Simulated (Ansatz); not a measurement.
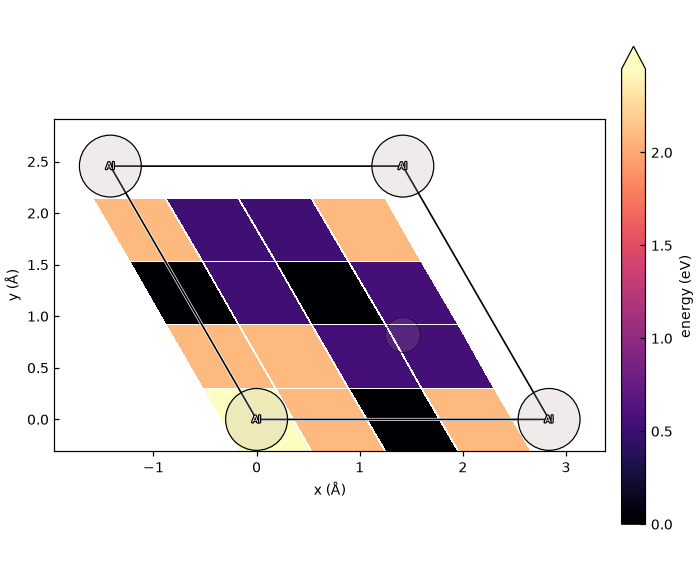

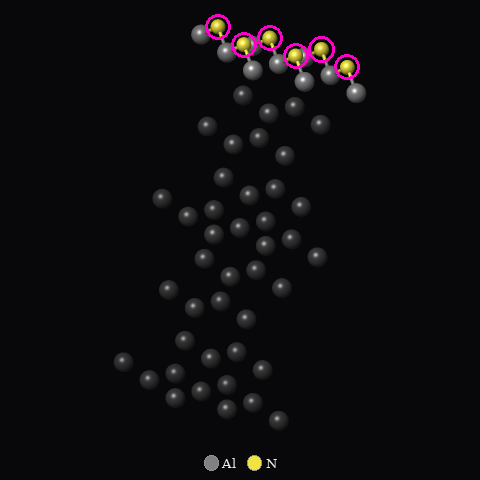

Energy landscape of N on an Al(001) slab cut from the P6_3/mmc phase (9 atoms of substrate and one adsorbate in a 1 × 1 cell). 
- One N atom a 1 × 1 cell is placed over a mesh of places on the rigid (0 0 1) surface, and only its height is relaxed.
- Places are given modulo a cell vector. The map is drawn in real space over the plane of the surface.
- The grid has 4 × 4 points.
- All energies are given in eV relative to the lowest grid point.
- This mesh misses the points at thirds of the hexagonal cell. With one adsorbate in each 1 × 1 cell, its nearest image is 2.8 Å away, so neighbouring adsorbates interact.
- The calculation used DFT PBEsol, scalar-relativistic, plane waves, PAW (Ansatz).

Drawn: one coloured cell a grid point, labelled circles for the atoms of the top layer and small ones for the second layer, the outline of one cell of the plane, one colour for all values above the top of the scale. The second picture is the structure at the lowest point; rings mark the moved atoms.

Q: Describe this landscape.

A: The lowest grid point is at a bridge site between two Al atoms, (0/4, 2/4) of the cell vectors. The same energy is found at a bridge site between two Al atoms, (2/4, 0/4) of the cell vectors; a bridge site between two Al atoms, (2/4, 2/4) of the cell vectors. The highest grid point, the top site over a surface Al atom, (0/4, 0/4) of the cell vectors, lies 2.45 eV above the lowest. At the lowest point the adsorbate has 2 Al at 1.71 Å as nearest neighbours, at the highest 1 Al at 1.83 Å. Its relaxed height above the top atom is 0.96 Å at the lowest and 1.83 Å at the highest point.

Grid values (eV):

| place along a₂ ↓, place along a₁ → | 0/4 | 1/4 | 2/4 | 3/4 |
| --- | --- | --- | --- | --- |
| 3/4 | 2.09 | 0.52 | 0.52 | 2.09 |
| 2/4 | 0.00 | 0.52 | 0.00 | 0.54 |
| 1/4 | 2.09 | 2.09 | 0.54 | 0.54 |
| 0/4 | 2.45 | 2.09 | 0.00 | 2.09 |
